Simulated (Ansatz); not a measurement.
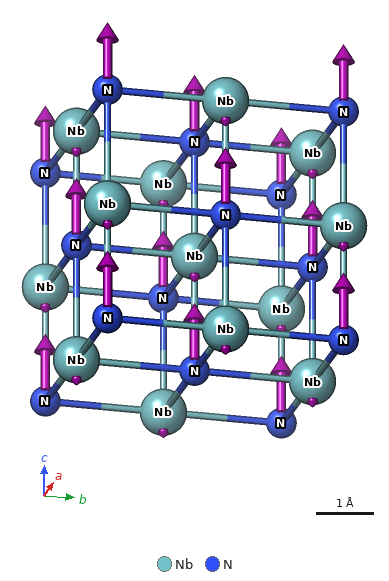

One vibrational mode of solid NbN relaxed at 6 GPa at the zone centre. Displacements are drawn as purple arrows; their common scale and sign are arbitrary. A ball-and-stick model of the conventional cell (4 times the calculation's cell), seen from a free direction. Lengths and directions refer to the drawn axes.

Method: DFT PBEsol, scalar-relativistic, plane waves, PAW in Ansatz. (plane-wave cutoff 420 eV; k-point mesh 16 × 16 × 16; occupations fermi dirac; smearing width 0.15 eV; target pressure 6 GPa; no spin polarisation)

The frequencies depend somewhat on the k-mesh and the smearing.

**What mode is this, and where does it lie in the spectrum?**

This is the T₁u mode (triply degenerate; one member of the set is drawn) at 428 cm⁻¹, the only optical level, infrared-active by symmetry. The N sublattice moves against the Nb sublattice, along c; it stretches the shortest N–Nb bonds (2.18 Å); the kinetic energy is shared as N 87 %, Nb 13 %. The crystal is a metal, so free carriers screen the infrared response.
